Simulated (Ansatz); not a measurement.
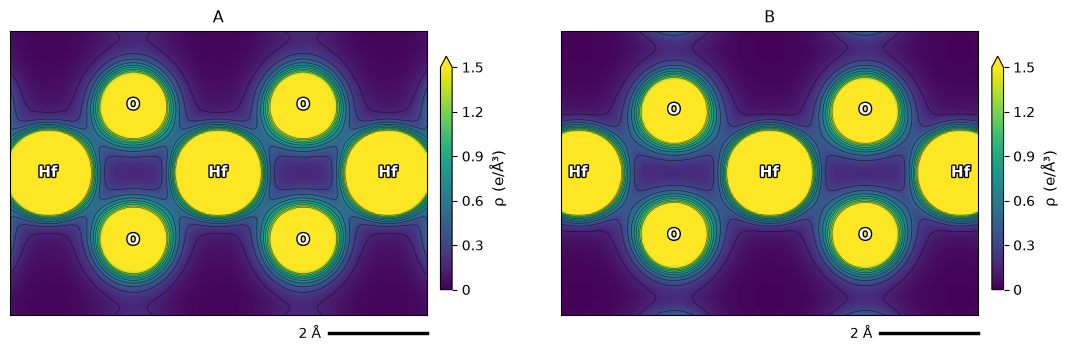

HfO₂. The valence electron density of two cells that differ in size and shape, on the (11̄0) plane of each (indices in the axes of the calculation cell), at one length scale and on one colour scale: B has 13.0 Å³ an atom and A 11.1.

Space group I4/mmm.

Level of theory: DFT PBE, scalar-relativistic, plane waves, PAW (Ansatz 0.2.0).

The density is the valence pseudo-density of a PAW calculation; it isn't the true density close to the nuclei.

**What does the compression do to the bonding and the properties?**

From the larger cell to the smaller, Hf–O goes from 2.33 to 2.22 Å, and the density at its midpoint from 0.41 to 0.54 e/Å³; the pressure goes from −28 to −0.9 GPa; the Kohn–Sham gap goes from 2.6 eV to 2.1 eV.
